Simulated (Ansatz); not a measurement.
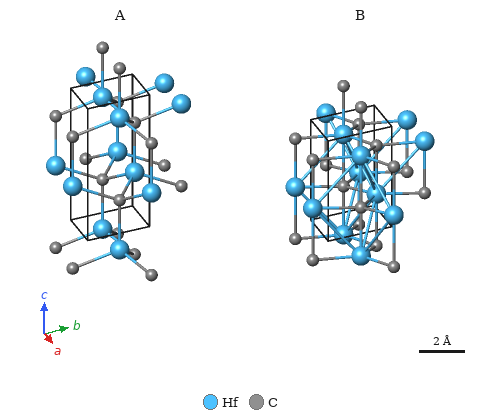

Two geometries of a crystal of HfC (a generated structure, set up in P6_3mc) (coarse preliminary run), drawn at one scale. One is the start of a relaxation, the other its converged end. Style: ball-and-stick. Shown: the cell of the calculation, repeated 2 × 1 × 1 with one cell outlined, slightly off an axis.

All numbers below come from DFT r2SCAN, scalar-relativistic, plane waves, PAW (Ansatz 0.2.0). (plane-wave cutoff 500 eV; k-point mesh 6 × 6 × 4; occupations gaussian; smearing width 0.1 eV; no spin polarisation; cell and atoms relaxed; force threshold 0.05 eV/Å; at most 60 steps)

Which of the two is the end point?

Answer. Structure B is the relaxed one. Case: Si → Hf on all its sites, cell and atoms relaxed. The energy falls by 435 meV per atom in 8 accepted moves (11 points after the start). Largest force component: 0.33 eV/Å at the start, 0.00061 eV/Å at the end. The pressure goes from −19.43 to 0.02 GPa. The line search rejected the trial steps at points 6, 8 of the run. The SCF was repeated once at an unchanged geometry on a basis and grid sized afresh for the cell, which shifted the energy by 0.5 meV per atom at most. The largest moves relative to the cell, 0.25 Å, are those of Hf and C atoms. Largest moves by element: Hf 0.25 Å, C 0.25 Å. The drawn cell changes as follows: a = b 3.723 → 3.832 Å (+2.9 %), c 6.112 → 4.650 Å (−23.9 %); the volume changes by −19.4 %. Some distances before and after: C–Hf 3.815 → 2.404 Å, Hf–Hf 3.736 → 3.209 Å, C–Hf 2.280 → 2.214 Å, C–Hf 2.297 → 2.246 Å. New bonds form: C–Hf (3.82 → 2.40 Å). Bond angles that change, for instance: Hf–C–Hf 109.5° → 92.0°, C–Hf–C 109.5° → 92.0°, Hf–C–Hf 109.5° → 119.9°. The space group stays P6_3mc (No. 186).
